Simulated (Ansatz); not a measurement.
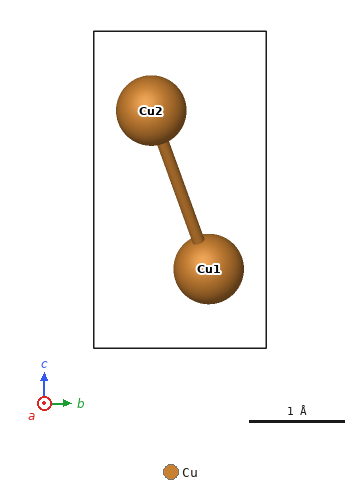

The structure (ball-and-stick view of the cell of the calculation, along the a axis; atoms are numbered from 1 in the order of the input). Near neighbours in the crystal (not all of them lie inside the picture): Cu has 12 Cu at 2.06 to 2.09 Å.

Single-point calculation, with input and output: Cu

Cu (P6₃/mmc, 2 atoms in the cell), computed with DFT, PBE, plane waves, PAW, no spin polarisation (Ansatz 0.2.0).

The structure is a generated one, with these elements put on the sites of a known structure type; it need not be a known phase. Some settings of this run were made unusual or wrong on purpose. Figures and captions count atoms from 1; the log counts them from 0 in places.

### What the program printed
```
Warning: the atoms were moved onto the symmetric positions of the space group found under crystal.symmetry.tolerance 3.0e-4 (fractional; no operation is sought that the atoms, as they stand in a round, miss by more than twice it, and no atom is moved by as much as it), and the run uses the moved positions. Before a round's move an operation carried an atom to 1.05e-5 Å from where it should land, the largest such distance. Atom 0 (counting from 0) moved farthest, by 1.21e-5 Å; the longest move in fractions of the cell, of whichever atom, is 0.02 of the tolerance, in 1 round. To run the atoms as typed, lower crystal.symmetry.tolerance until the operations that they miss are no longer found, or set crystal.symmetry.detect: false (a key that needs symmetry detection or time reversal refuses this as the deck is read). The positions used, in the order of the run's atom list: position: [0.3333333333333333, 0.6666666666666666, 0.25]; position: [0.6666666666666667, 0.3333333333333333, 0.75]; The lattice was moved too: crystal.lattice misses the space group found at crystal.symmetry.tolerance 3.0e-4 in a digit that the deck types, which is why this is a warning: making the lattice exact moves one of its numbers by a whole unit of that number's last typed decimal, or more. The operation that it misses by the most changes a squared length by the fraction 2.90e-6. The run uses the lattice that is a stretch of the typed one, with no rotation, onto the one that keeps every operation to a double's rounding (on a very oblique basis the stretch itself rounds by more); the deck's lattice vector that moved farthest moved by 1.63e-6 Å. To run the lattice as typed, set crystal.symmetry.tolerance under 4.41e-7, the least fraction by which an operation that the lattice misses changes a squared length (the same key also sets how far an atom may lie from its image, so lowering it can lose operations that the atoms keep only within it), or set crystal.symmetry.detect: false, as for the atoms. crystal.lattice made exact, in Å and degrees: [[2.093500018208321, 2.3094010769696792e-7, 0.0], [-1.0467502091041605, 1.813024083121537, 0.0], [0.0, 0.0, 3.3357144]]. Pasted over the deck's crystal.lattice, beside positions in fractional coordinates, it runs the same cell (given as lengths and angles, that cell in the form's own orientation, a rigid turn of the misfit's size from the one run here, for which a checkpoint.post_process_only pass over this run's state can be refused: where this run relaxes nothing, give such a pass this deck's own crystal.lattice, as typed; behind a relaxation, as crystal.lattice, the state's own cell, identity.cell in its checkpoint.json), and a matrix so pasted ends this notice, except on a very skew basis of the lattice, where the rounding of the pasted numbers themselves can read as a misfit: the cell is then moved again, and that move is told again. The lattice as run is in this notice's lattice.as_run_ang field (Run.prep()["deck_notices"] in Python, the deck_notice line of an events file, deck_notices of ansatz run --dry-run=json, or deck_notices in record.json in the deck's checkpoint.write directory).
Engine: ansatz 0.2.0, x86_64-unknown-linux-gnu
Pseudopotentials: kind: paw
Pseudopotential: Cu, paw, valence charge 19, recommended cutoff 420 eV (normal), Cu.paw.azcp
Functional definition: PBE
  parameter kappa = 0.804
  parameter beta = 0.06672455060314922
  exchange = pbe_x(kappa = kappa, mu = beta*pi^2/3)
  correlation = pbe_c(beta = beta)
Crystal: 2 atoms, lattice volume = 12.661 Å³
Basis set: ecut = 420 eV, 251 PW (Γ), exchange–correlation on 30×30×48 points (8 copies of the dense FFT grid, shifted against one another)
Bands: 23, of which v1, the nominal top of the filled ones, is band 19 counted from 1 (18 counted from 0)
Symmetry: 24 space group operations
Space group: P63/mmc (ITA 194), of the structure as read, at distance tolerance 7.0e-4 Å
k-points: 30 of 256
Non-local potential: Cu, projectors of the file, l = 0: 3, l = 1: 2, l = 2: 3, l = 3: 1
PAW form: soft (Blöchl's): semilocal exchange-correlation on the pseudo side does not see the compensation charge
PAW one-centre angular grid: Cu, 590 points (default); XC on 64 Gauss nodes
Initial density: superposition of atomic densities (neutral atoms: chi_scale 0, normalization atom), corrected by the library's trained network
Initial wavefunctions: pseudopotential atomic-orbital guess
Functional: x = pbe(κ = 0.804, μ = 0.2195149727645171), c = pbe(β = 0.06672455060314922)
SCF iter   1: F=—  HF=-13242.136776 eV  |F-HF|=—  |Δ(HF+E_count)|=         —  Δρ=2.26e-2  dr2=2.90e-2  ethr=1.77e-3  ⟨swp⟩=5.5  Hψ=2807  notcnv=0
preconditioner: auto → none  [insulator: Δε(μ)=0.270 eV  Ē_g=18.141 eV  σ=0.100 eV  W_gap=0.57  n_scr=2 (ndim 8)  ℏωp=48.9 eV  f_vac=0.000  D(μ)=0.46/eV (n_scr^D=2)  ε∞_Penn≈8.3]
SCF iter   2: F=—  HF=-13242.133163 eV  |F-HF|=—  |Δ(HF+E_count)|=   3.61e-3  Δρ=3.76e-3  dr2=7.38e-4  ethr=7.63e-5  ⟨swp⟩=2.0  Hψ=1375  notcnv=0  defer=2
SCF iter   3: F=—  HF=-13242.134459 eV  |F-HF|=—  |Δ(HF+E_count)|=   1.30e-3  Δρ=2.47e-3  dr2=3.15e-4  ethr=1.94e-6  ⟨swp⟩=2.6  Hψ=1315  notcnv=0  defer=2
SCF iter   4: F=—  HF=-13242.135441 eV  |F-HF|=—  |Δ(HF+E_count)|=   9.82e-4  Δρ=2.51e-4  dr2=2.96e-6  ethr=8.29e-7  ⟨swp⟩=2.1  Hψ=1071  notcnv=0  defer=2
SCF iter   5: F=—  HF=-13242.135451 eV  |F-HF|=—  |Δ(HF+E_count)|=   9.32e-6  Δρ=2.60e-5  dr2=2.83e-8  ethr=7.78e-9  ⟨swp⟩=3.1  Hψ=1466  notcnv=0  defer=2
SCF iter   6: F=-13242.135451 eV  HF=-13242.135451 eV  |F-HF|=7.06e-10  |Δ(HF+E_count)|=   1.07e-7  Δρ=2.56e-6  dr2=2.41e-10  ethr=7.46e-11  ⟨swp⟩=8.2  Hψ=3816  notcnv=0
SCF 1 converged in 6 iterations: F = -13242.135451 eV  dr2 = 2.41e-10
  greatest PAW one-centre occupation: 1.000 electrons in one spin orbital (limit 2), on the Cu atom at site 1 (counted from 0), in its partial waves of l = 0
```

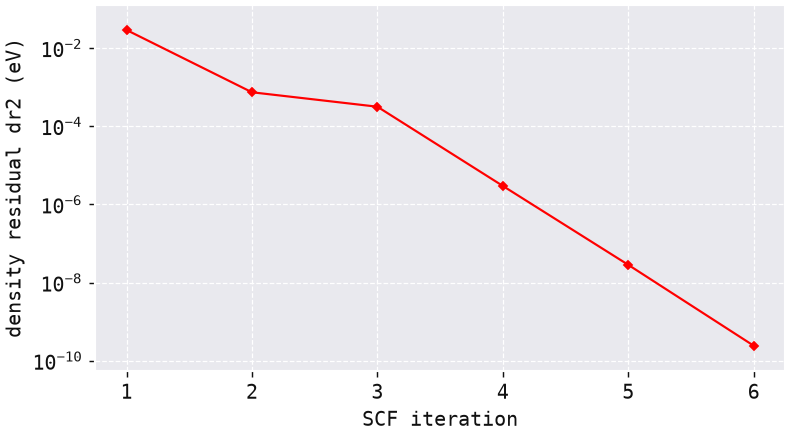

Convergence of the self-consistent field: density residual dr2 against the SCF iteration. The residual falls at every step.

```
SCF converged after 6 iterations
Free energy (F): -13242.135451 eV
Harris-Foulkes:  -13242.135451 eV  (|F-HF|=7.06e-10)
Internal energy: -13242.118610 eV  (E = F + TS)
E sigma→0 (E₀):  -13242.127030 eV
Entropy (-TS):   -0.016841 eV (-8.420 meV/atom)
Fermi energy:    35.760656 eV
--- Per-component energies (eV) ---
  E_band       = -106.082343
  E_kinetic    = 628.257801
  E_local      = -5685.478038  (includes V_loc(G=0)·N_el)
  E_nonlocal   = 794.980499
  E_hartree    = 2654.016643
  E_xc         = -192.266145
  E_vxc        = -249.045851  (∫ρ·V_xc dr)
  E_paw        = -3326.495814  (= ΣΔE_a)
  E_vpaw       = -902.829244  (= ΣTr[D̂ρ^β])
  E_aug_tail   = 0.000634  (compensation charges beyond the density's cutoff)
  E_ewald      = -8115.134190
  E_smearing   = -0.016841  (= −TS)
  E_closure    = -0.000000  (closes the sum)
  Σ components = -13242.135451   (vs F -13242.135451, Δ=0.00e0)
--- Forces (eV/Å), atoms counted from 1 ---
  atom   1  Cu     0.00000000    -0.00000000     0.00000000
  atom   2  Cu    -0.00000000     0.00000000     0.00000000
  max |Σ_I F_I| component: 2.31e-18 eV/Å
--- Stress (GPa, compression-positive) ---
      422.344285      -0.000000       0.000000
       -0.000000     422.344285       0.000000
        0.000000       0.000000     446.391587
  P = ⅓ Tr σ = 430.3601 GPa (4303.601 kbar)
--- Band table (eV; the first three rows and the last of 30) ---
  k-point 0: bands = ["-79.5322", "-79.2812", "-37.4024", "-36.4805", "-36.4805", "-36.3283", "-36.3283", "-36.3253", "20.2303", "25.1320", "29.5013", "29.5013", "29.5981", "30.1373", "30.1373", "30.6594", "30.6594", "32.7566", "32.7566", "32.7801", "44.2552", "60.9316", "65.8352"]
  k-point 1: bands = ["-79.4955", "-79.3180", "-37.2484", "-36.4869", "-36.4583", "-36.4583", "-36.3506", "-36.3506", "21.1547", "25.0112", "29.2850", "29.2850", "29.2930", "29.8229", "29.8229", "30.5539", "31.2958", "31.2958", "32.6975", "32.6975", "48.0091", "60.2198", "63.5707"]
  k-point 2: bands = ["-79.4069", "-79.4069", "-36.8715", "-36.8715", "-36.4045", "-36.4045", "-36.4045", "-36.4045", "23.4570", "23.4570", "28.9303", "28.9303", "29.3555", "29.3555", "29.3555", "29.3555", "32.2181", "32.2181", "32.2181", "32.2181", "54.9951", "54.9951", "62.2142"]
  k-point 29: bands = ["-79.2555", "-79.2555", "-37.1811", "-37.1811", "-36.8520", "-36.8520", "-36.5018", "-36.5018", "26.5675", "26.5675", "27.8184", "27.8184", "28.8829", "28.8829", "30.9258", "30.9258", "32.8695", "32.8695", "40.2225", "40.2225", "44.8308", "44.8308", "49.4511"]
```

The run was set up as follows.

### Input file
```yaml
crystal:
  lattice:
    - [2.0934984, 0.0, 0.0]
    - [-1.0467496, 1.8130256, 0.0]
    - [0.0, 0.0, 3.3357144]
  atoms:
    - { symbol: Cu, position: [0.33333, 0.66667, 0.25] }
    - { symbol: Cu, position: [0.66666, 0.33333, 0.75] }
  symmetry: { tolerance: 0.0003 }
kpoints:
  mp_grid: { grid: [8, 8, 4], shift: [0, 0, 0] }
magnetization:
  spin_polarized: false
scf:
  occupations: { method: fermi_dirac }
  max_iter: 50
hamiltonian:
  pseudopotentials: { kind: paw }
  xc: pbe
basis:
  ecutwfc: 420
output:
  forces: true
  stress: true
  eigenvalues: true
```

Launched with:
```bash
ansatz run input.yaml --threads 1 --pin off --max-ram 2560MiB --backend cpu --events-out ev --progress --plain --runs-dir out
```

### Outcome

| quantity | value |
| --- | --- |
| outcome | converged |
| space group (tolerance 0.01 Å) | P6₃/mmc (194) |
| electrons treated | 38 |
| free energy | −13242.1355 eV |
| Fermi energy | 35.761 eV |
| pressure | 430.36 GPa |
| largest force (length of the vector) | under 0.001 eV/Å |
| hardware | 1 thread of an x86-64 CPU, shared host |
| peak memory | 0.28 GiB |

### What went wrong

A setting was made wrong on purpose: a lattice far too small (`crystal.lattice`). The atoms are squeezed together and the pressure is enormous. The program still converged, but the numbers can't be taken as results for the intended system. Warnings of the run: the structure was made exactly symmetric.
